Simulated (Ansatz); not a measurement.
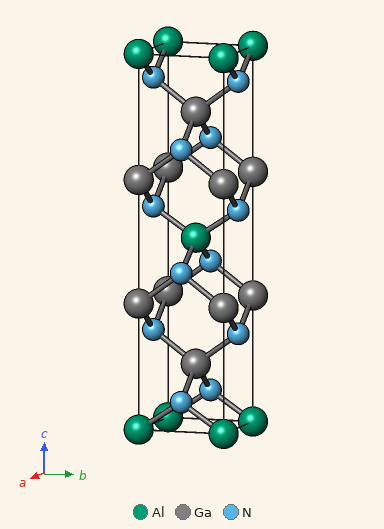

The image is a ball-and-stick drawing of a crystal, viewed slightly off an axis. The box is the conventional unit cell; atoms on or close to its faces, edges and corners are drawn wherever they repeat. Cell: a = 3.18 Å, b = 3.18 Å, c = 13.47 Å, α = 90.00°, β = 90.00°, γ = 90.00°.

The starting point was a structure type filled with these elements by a generator (whether the compound takes this form wasn't checked). Earlier steps of the study may have refined or changed the cell and positions. It was run through Ansatz as a DFT input.

Give a description of the structure.

Answer. It has the composition AlGa2N3. It belongs to space group I-4m2 (No. 119) and has a body-centred tetragonal lattice. Content of the cell: 2 Al, 4 Ga, 6 N (Z = 2). About every Al there are four N in a tetrahedral arrangement at about 1.9 Å. Around each Ga lie four N in a tetrahedral arrangement at about 2.0 Å. N takes two kinds of site: 4f with two Ga and two Al in a tetrahedral arrangement (about 2.0 Å to Ga, 1.9 Å to Al); 2d with four Ga in a tetrahedral arrangement at about 2.0 Å. The bonds build a three-dimensional framework.

Results below were computed with Ansatz, DFT r2SCAN, scalar-relativistic, plane waves, PAW; the settings were plane-wave cutoff 500 eV, k-points about 0.23 Å⁻¹ apart, Gaussian smearing of 0.02 eV, no spin polarisation.

What is the band gap, if any?

Answer. A semiconductor at this level, with a gap of 2.71 eV, direct.

State the Bader charges by element.

Answer. Al +2.47 e; Ga +1.62 e; N -2.04 to -1.64 e.

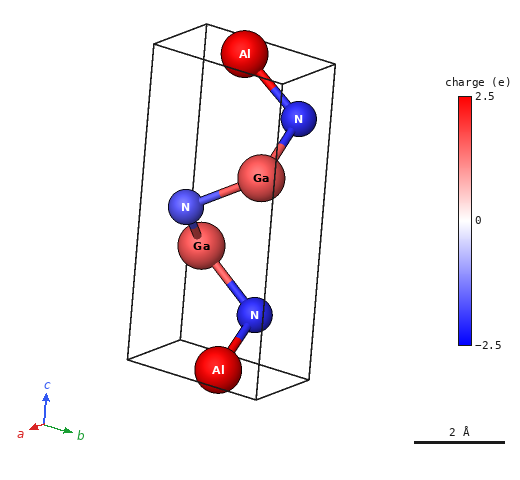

The atoms coloured by those charges. The run's cell of 6 atoms is drawn in a reduced setting, so axes and origin can differ from the first picture.

Is the structure in equilibrium?

Answer. No. The largest force is 0.09 eV/Å, on N. The pressure is -5.7 GPa, so the cell would contract.
